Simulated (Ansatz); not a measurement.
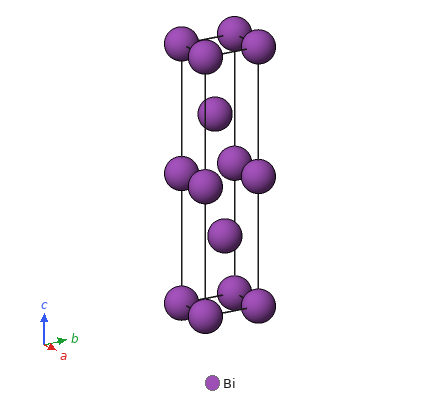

The structure; the drawing may span several cells.

Structure (in its standard cell), the input geometry of an electronic-structure calculation (not necessarily at equilibrium); the starting structure was generated, so it need not be a known form of this composition:

```cif
data_structure
_symmetry_space_group_name_H-M 'P6_3/mmc'
_symmetry_Int_Tables_number 194
_cell_length_a 3.5467
_cell_length_b 3.5467
_cell_length_c 11.8744
_cell_angle_alpha 90.000
_cell_angle_beta 90.000
_cell_angle_gamma 120.000
_cell_volume 129.36
loop_
_atom_site_label
_atom_site_type_symbol
_atom_site_symmetry_multiplicity
_atom_site_Wyckoff_symbol
_atom_site_fract_x
_atom_site_fract_y
_atom_site_fract_z
_atom_site_occupancy
Bi1 Bi 2 a 0.00000 0.00000 0.00000 1
Bi2 Bi 2 c 0.33333 0.66667 0.25000 1
```

Question: Predict the [210] zone-axis pattern (120 kV, kinematic, B = 1 Å²).

Answer: The spots form a rectangular net whose two shortest vectors correspond to d = 2.97 Å and 1.77 Å, 90.0° apart. They are 0 0 4 and 1 -2 0. The pattern has symmetry 2mm. A glide plane extinguishes reflections such as 1 -2 -1, 1 -2 1, 1 -2 -3; a screw axis and a glide plane both extinguish reflections such as 0 0 1, 0 0 3, 0 0 5; reflections such as 0 0 2, 0 0 6, 1 -2 -2 are allowed but too weak to see at this display level.

Strongest reflections with d > 0.80 Å, one of each family (|F|² from tabulated Gaussian fits of the electron scattering factors, times a small damping for the curvature of the Ewald sphere):

```tsv
hkl	d (Å)	I (strongest = 100)
0 0 4	2.969	100
1 -2 0	1.773	41
1 -2 4	1.522	29
0 0 8	1.484	27
1 -2 8	1.138	13
0 0 12	0.990	8
```

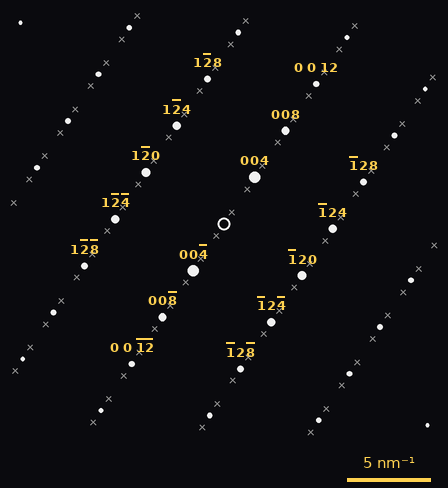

Calculated pattern, seen from the source side with [210] pointing towards the source; crosses mark the places of extinct reflections.
